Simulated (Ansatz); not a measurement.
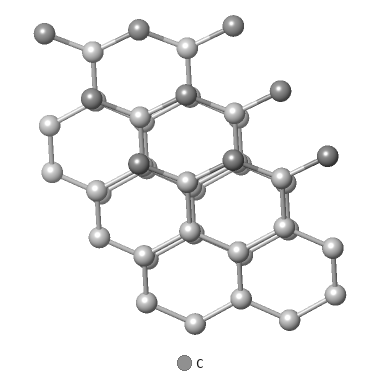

The system is CO on a C(010) slab cut from the Fmmm phase, its upper half relaxed before the scan (24 atoms of substrate and one adsorbate in a 2 × 2 cell); the picture shows it without the atoms that are moved over the map. CO (O end down) is moved over the surface cell at a fixed height above a rigid substrate; the origin of the map has the adsorbate above C21; the height is held at 3.10 Å. Places are given modulo a cell vector. The map is drawn in real space over the plane of the surface. The grid has 4 × 4 points; 7 points were computed and 9 follow by symmetry. Places are given in fractions of the 1 × 1 surface cell. Energies are in meV, from the lowest grid point. At a fixed height the lowest place need not be the adsorption site. Theory: DFT PBE+D3(BJ), scalar-relativistic, plane waves, PAW in Ansatz. Settings: cutoff 420 eV, k-mesh 6×4×1, gaussian smearing 0.05 eV, no spin polarisation.

Range: position of O25 along the first surface vector from 0.00 to 0.75; position of O25 along the second surface vector from 0.00 to 0.75.

**What will the energy surface look like?**

The lowest grid point is at the trough between two rows of top atoms, (0/4, 2/4) of the cell vectors. The same energy is found at the trough between two rows of top atoms, (2/4, 2/4) of the cell vectors. The highest grid point, the top site over a surface C atom, (0/4, 0/4) of the cell vectors, lies 17.9 meV above the lowest.

```csv
"second ↓, first →",0/4,1/4,2/4,3/4
3/4,8.1,2.1,2.1,8.1
2/4,0.0,0.0,0.0,0.0
1/4,8.1,8.1,2.1,2.1
0/4,17.9,10.7,3.5,10.7
```

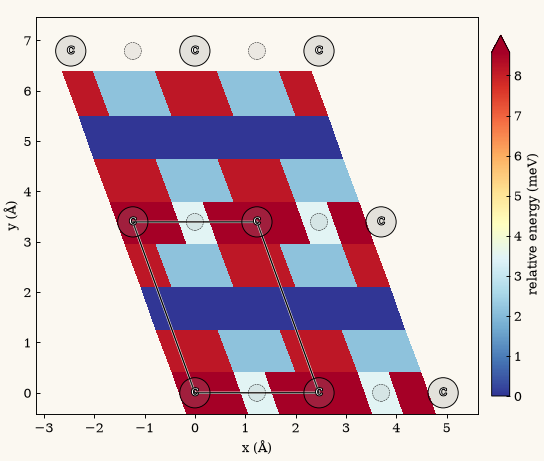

The picture shows one coloured cell a grid point, labelled circles for the atoms of the top layer and small ones for the second layer, the outline of one cell of the 2 × 2 shown, one colour for all values above the top of the scale.

Time for the 7 points that were run: 12 min on 2 threads of Arm Neoverse N1 (shared host).

PAW datasets: the set soft_1.
